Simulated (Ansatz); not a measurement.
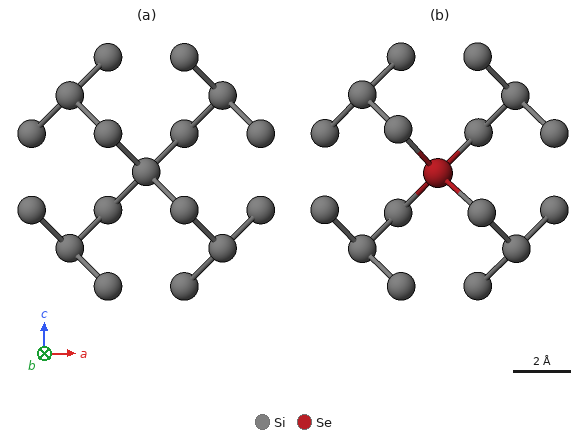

Left: perfect Si. Right: the same region with one point defect, after relaxing the atoms in a supercell of 64 sites. Style: ball-and-stick. Shown: the atoms within 4.6 Å of one point, in a slice 5.0 Å thick across the line of sight, along the b axis.

All numbers below come from DFT, PBEsol, PAW, plane waves (Ansatz). (plane-wave cutoff 420 eV; k-point mesh 1 × 1 × 1; mesh shifted by (0.25, 0.25, 0.25); collinear spin) Fermi-Dirac smearing of 0.01 eV. A uniform background neutralises the charged cell. The axes drawn are those of the host's conventional cell.

What kind of defect was made?

A silicon atom is replaced by selenium.

The charge state of the cell is −1.

What does the relaxation do around it?

In the host the Si atom has 4 Si at 2.35 Å; the Se atom ends with 4 Si at 2.49 to 2.55 Å. Of the host's atoms, a silicon atom moves furthest from its site, by 0.21 Å. The Se atom itself moves 0.07 Å from where it was put. The cell's net moment is 0.97 μB.

Limits of the set-up: the cell is charged, on a uniform background, and energies carry no finite-size correction.
